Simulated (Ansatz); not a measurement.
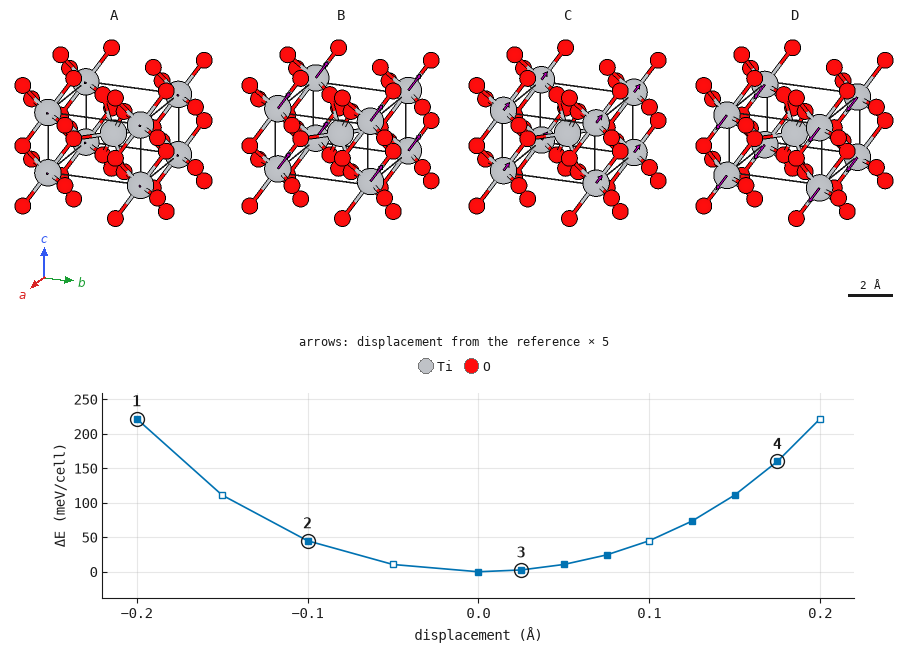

Energy scan for solid TiO2 (P4_2/mnm), in which a Ti atom (one in each cell of 6 atoms) is moved towards the nearest copy of atom 4 (O) at 1.958 Å, all else fixed. The frames are shuffled; the numbered points of the plot belong to them. Hollow markers are points alike by symmetry, not computed again. The picture is a ball-and-stick view of the cell of the calculation, seen from a free direction. Purple arrows: displacements from the reference.

Computed with Ansatz, DFT PBE, scalar-relativistic, plane waves, PAW. Set-up: plane-wave cutoff 420 eV; k-point mesh 6 × 6 × 10; occupations gaussian; smearing width 0.05 eV; no spin polarisation. Energies (free energies at the smearing named) are counted from the relaxed crystal.

Which frame belongs to which numbered point?

Answer. Point 1 is frame B (the displacement −0.20 Å, 221.9 meV/cell); 2 is frame C (the displacement −0.10 Å, 44.9 meV/cell); 3 is frame A (the displacement 0.025 Å, 2.6 meV/cell); 4 is frame D (the displacement 0.175 Å, 160.0 meV/cell). The lowest computed point lies at the displacement 0.00 Å (0.0 meV/cell). The end points stand at 221.9 meV/cell (−0.20 Å) and 221.9 meV/cell (0.20 Å). The curvature at zero is about 8.4 eV/Å². The well is symmetric. At the highest point the shortest interatomic distance is 1.76 Å, against 1.96 Å in the reference. The distortion takes the space group from P4_2/mnm to Cm.
